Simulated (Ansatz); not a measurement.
KTaO$_{3}$

Input file:

```
crystal:
  lattice:
    - [4.0243806743, 0.0, 0.0]
    - [0.0, 4.0243806743, 0.0]
    - [0.0, 0.0, 4.0243806743]
  atoms:
    - { symbol: K, position: [0.5, 0.5, 0.5] }
    - { symbol: Ta, position: [0.0, 0.0, 0.0] }
    - { symbol: O, position: [0.5, 0.0, 0.0] }
    - { symbol: O, position: [0.0, 0.5, 0.0] }
    - { symbol: O, position: [0.0, 0.0, 0.5] }
basis:
  ecutwfc: 420
kpoints:
  mp_grid: { grid: [8, 8, 8] }
  band_path:
    path: [[0.0, 0.0, 0.0], [0.0, 0.5, 0.0], [0.5, 0.5, 0.0], [0.5, 0.5, 0.5]]
    npoints: 1
hamiltonian:
  xc: pbe
scf:
  occupations: { method: gaussian, width: 0.02 }
  n_extra_bands: 5
output:
  forces: true
  stress: true
  eigenvalues: true
  write_density: true
  write_potential: true
  elf: true
  volumetric_format: npy
```

Command:

```sh
ansatz run input.yaml --threads 2 --pin off --max-ram 5120MiB --backend cpu --events-out ev --progress --plain --runs-dir out
```

Below, planes, directions and counts refer to the conventional cell (a = 4.02 Å, b = 4.02 Å, c = 4.02 Å, α = 90.00°, β = 90.00°, γ = 90.00°).

Space group Pm-3m.

All numbers below come from DFT PBE, scalar-relativistic, plane waves, PAW (Ansatz).

Q: What will maps of the valence pseudo-density and electron localisation function show?

A: Ta–O (2.01 Å): ρ is about 0.83 e/Å³ halfway; the ELF peaks at about 0.80 in the valence shell of O, 0.6 Å from its nucleus, and drops to about 0.20 between the two atoms; no localised pair shows between them.
K–O (2.85 Å): ρ at the midpoint is about 0.1 e/Å³; the ELF is about 0.05 at the midpoint (a closed-shell, largely ionic contact).

Q: Metal or insulator at this level of theory?

A: It is gapped, with a Kohn–Sham gap of 2.2 eV on the k-point mesh (the band edges may lie off the mesh, which would make the gap smaller).

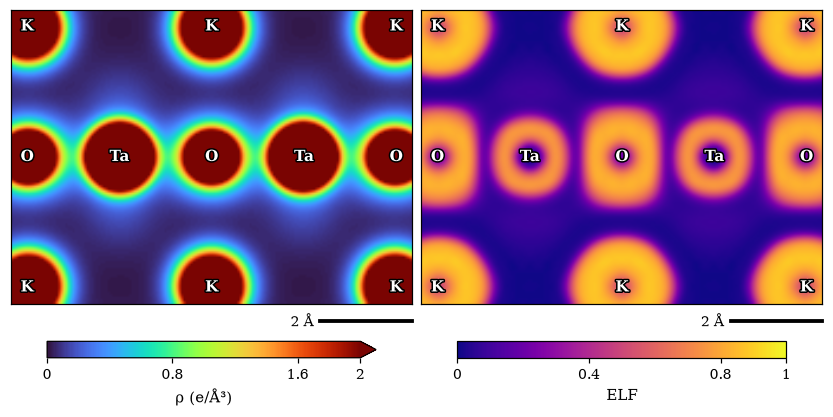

Computed valence pseudo-density and electron localisation function on the (011̄) plane of the conventional cell, in this order. 

Core electrons are frozen (PAW), and the valence fields are smoothed inside the atomic spheres.
